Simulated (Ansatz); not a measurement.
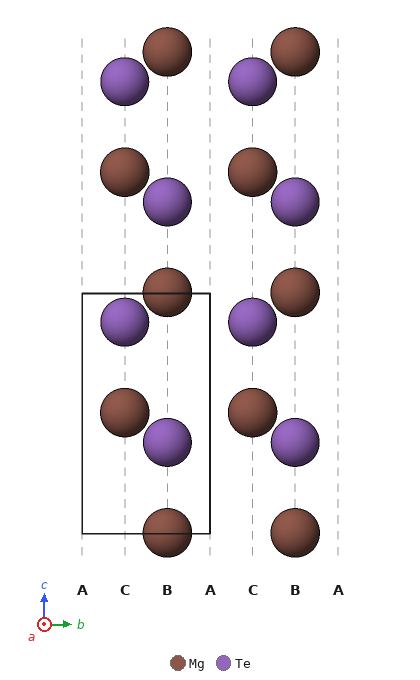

The picture looks along a close-packed row of the hexagonal mesh; c points upwards. The dashed lines mark the three columns A (0, 0), B (1/3, 2/3) and C (2/3, 1/3). The sequence starts with the first layer at or above the cell's origin.

The compound is MgTe (space group P6_3mc, No. 186), taken as coordinates from a relaxation with DFT PBE, scalar-relativistic, plane waves, PAW in Ansatz.

**Read off the stacking sequence over one period.**

Mg(B) – Te(B) – Mg(C) – Te(C) (four layers in 7.51 Å).

**How are the Te layers alone stacked?**

Te layers alone: BC, the hexagonal close-packed type.

**Which positions between or in the Te layers do the other atoms fill?**

Mg: two tetrahedral sites in each hexagonal cell.

**What short polytype symbol fits?**

Polytype symbol 2H, the symbol of a tetrahedral polytype (number of double layers in the repeat and lattice).

Heights of the layers:

| layer | atoms (column) | height (Å) | to next (Å) |
| --- | --- | --- | --- |
| 1 | Mg(B) | 0.03 | 2.82 |
| 2 | Te(B) | 2.86 | 0.93 |
| 3 | Mg(C) | 3.79 | 2.82 |
| 4 | Te(C) | 6.61 | 0.93 |
